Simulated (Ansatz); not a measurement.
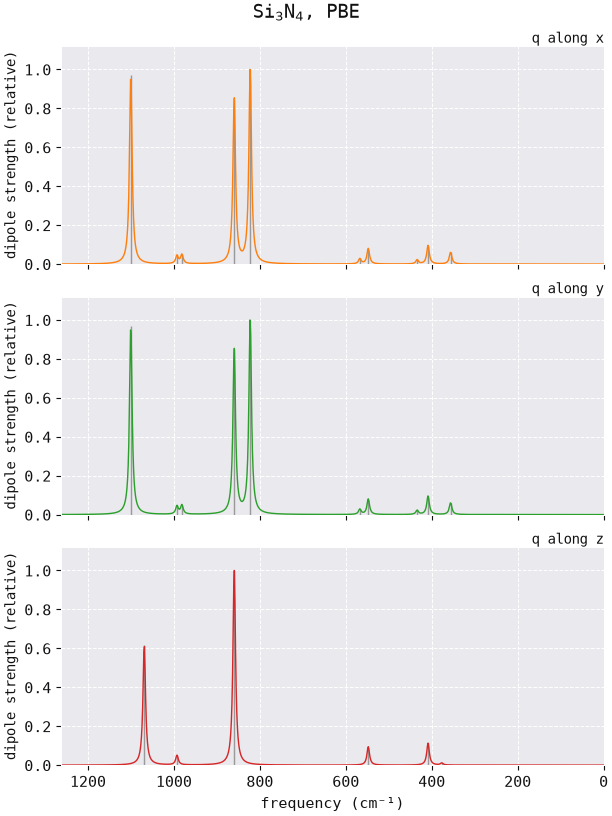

Plotted: polar optical modes, transverse and longitudinal, for each direction of approach to the zone centre for Si₃N₄, space group P6_3/m (No. 176). Lines are broadened by Lorentzians of 7.2 cm⁻¹ full width; each panel is scaled to its strongest line.

Structure:
```
CELL_PARAMETERS angstrom
7.66356 0.00000 0.00000
-3.83178 6.63684 0.00000
0.00000 0.00000 2.92652
ATOMIC_POSITIONS crystal
Si 0.76891 0.17501 0.32563
Si 0.59390 0.76891 0.82563
Si 0.82499 0.59390 0.32563
Si 0.23109 0.82499 0.82563
Si 0.40610 0.23109 0.32563
Si 0.17501 0.40610 0.82563
N 0.03083 0.33000 0.32563
N 0.70083 0.03083 0.82563
N 0.67000 0.70083 0.32563
N 0.96917 0.67000 0.82563
N 0.29917 0.96917 0.32563
N 0.33000 0.29917 0.82563
N 0.33333 0.66667 0.82563
N 0.66667 0.33333 0.32563
```

Calculation (Ansatz 0.2.0): optical phonons of an insulator on the approach to the zone centre along x, y and z with the field of polar modes, imaginary frequencies are negative, field response on a mesh refined by the program; plane waves with PAW datasets. Level: PBE, no spin polarisation.

```json
{"setting": "wave cutoff", "value": "420 eV"}
{"setting": "k mesh", "value": "6×6×8"}
{"setting": "occupations", "value": "fixed"}
{"setting": "pressure", "value": "0 GPa"}
```

Where do the polar lines stronger than 2 % of the strongest lie for each direction?

Answer. Along x the polar lines lie at 356.1, 408.6, 547.7, 822.5, 859.6, 981.4, 992.8, 1100.3 cm⁻¹; along y the polar lines lie at 356.1, 408.6, 547.7, 822.5, 859.6, 981.4, 992.8, 1100.3 cm⁻¹; along z the polar lines lie at 408.6, 547.7, 859.6, 992.8, 1069.0 cm⁻¹.

Keep in mind: structure snapped to symmetry; symmetry narrowed by fft grid.

The computed values:

```
at  frequency (cm⁻¹)  degeneracy  dipole strength ((D/Å)²/amu)
 x             176.6           2                             0
 x             198.0           1                             0
 x             218.8           2                             0
 x             240.8           1                             0
 x             262.7           1                             0
 x             296.6           2                             0
 x             356.1           1                          8.37
 x             393.0           1                             0
 x             408.6           1                          13.1
 x             429.6           2                             0
 x             433.9           1                          2.93
 x             440.4           1                             0
 x             538.1           1                             0
 x             547.7           1                          10.9
 x             567.3           1                          3.65
 x             594.5           2                             0
 x             629.9           1                             0
 x             701.6           1                             0
 x             822.5           1                           137
 x             831.8           2                             0
 x             835.2           2                             0
 x             849.1           1                             0
 x             859.6           1                           117
 x             891.9           2                             0
 x             904.7           1                             0
 x             981.4           1                           6.4
 x             992.8           1                          5.73
 x            1005.8           2                             0
 x            1026.8           1                             0
 x            1100.3           1                           133
 y             176.6           2                             0
 y             198.0           1                             0
 y             218.8           2                             0
 y             240.8           1                             0
 y             262.7           1                             0
 y             296.6           2                             0
 y             356.1           1                          8.37
 y             393.0           1                             0
 y             408.6           1                          13.1
 y             429.6           2                             0
 y             433.9           1                          2.93
 y             440.4           1                             0
 y             538.1           1                             0
 y             547.7           1                          10.9
 y             567.3           1                          3.65
 y             594.5           2                             0
 y             629.9           1                             0
 y             701.6           1                             0
 y             822.5           1                           137
 y             831.8           2                             0
 y             835.2           2                             0
 y             849.1           1                             0
 y             859.6           1                           117
 y             891.9           2                             0
 y             904.7           1                             0
 y             981.4           1                           6.4
 y             992.8           1                          5.73
 y            1005.8           2                             0
 y            1026.8           1                             0
 y            1100.3           1                           133
```
(the first 60 of 86 rows)
